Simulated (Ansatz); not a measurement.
System: Al, space group P6_3/mmc (No. 194).

Input of the run:
```
crystal:
  lattice:
    - [2.8558016546, -2.9e-09, 0.0]
    - [-1.4279008248, 2.4731967825, 0.0]
    - [0.0, 0.0, 14.1505388094]
  atoms:
    - { symbol: Al, position: [0.0, 0.0, 0.0] }
    - { symbol: Al, position: [0.6666666667, 0.3333333333, 0.8333367515] }
    - { symbol: Al, position: [0.0, 0.0, 0.6666703024] }
    - { symbol: Al, position: [0.6666666667, 0.3333333333, 0.5] }
    - { symbol: Al, position: [0.0, 0.0, 0.3333296976] }
    - { symbol: Al, position: [0.6666666667, 0.3333333333, 0.1666632485] }
basis:
  ecutwfc: 420
kpoints:
  mp_grid: { grid: [18, 18, 4] }
hamiltonian:
  xc: pbe
scf:
  occupations: { method: fermi_dirac, width: 0.15 }
output:
  eigenvalues: true
phonons:
  method: dfpt
  eigenvectors: true
```

Launched with:
```bash
ansatz run input.yaml --threads 1 --pin off --max-ram 2560MiB --backend cpu --events-out ev --progress --plain --runs-dir out
```

Computed with Ansatz 0.2.0: harmonic phonon frequencies at the zone centre with atoms at rest in the given cell, without the long-range term of polar modes, the three translations left out, imaginary frequencies are negative; plane waves with PAW datasets, Γ-centred k mesh. Level: PBE, no spin polarisation.

| setting | value |
| --- | --- |
| wave cutoff | 420 eV |
| k mesh | 18×18×4 |
| occupations | Fermi–Dirac |
| smearing width | 0.15 eV |
| pressure | 0 GPa |
| phonon method | linear response |

Describe the result: the zone-centre optical phonon frequencies (the three acoustic modes are left out).

No frequency is imaginary, so the structure is stable to these displacements (zone-boundary modes weren't tested here). The highest mode lies at 302.2 cm⁻¹. The optical modes lie at 49.7 (×4), 105.9 (×4), 139.3 (×2), 146.3 (×2), 265.0 (×2), 302.2 cm⁻¹.

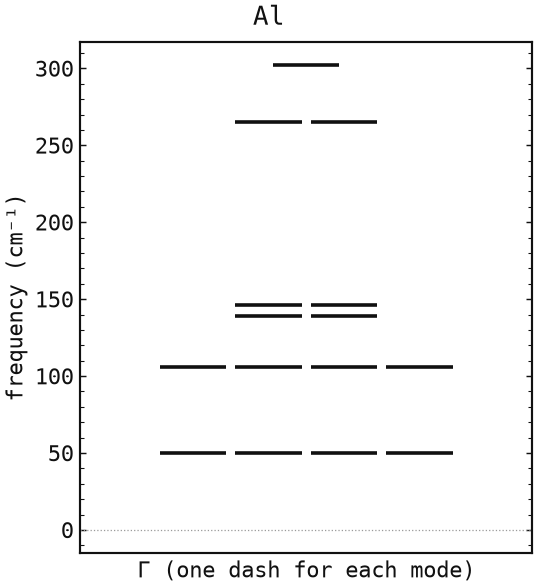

Caveats: metal sensitive to the k mesh; structure snapped to symmetry.
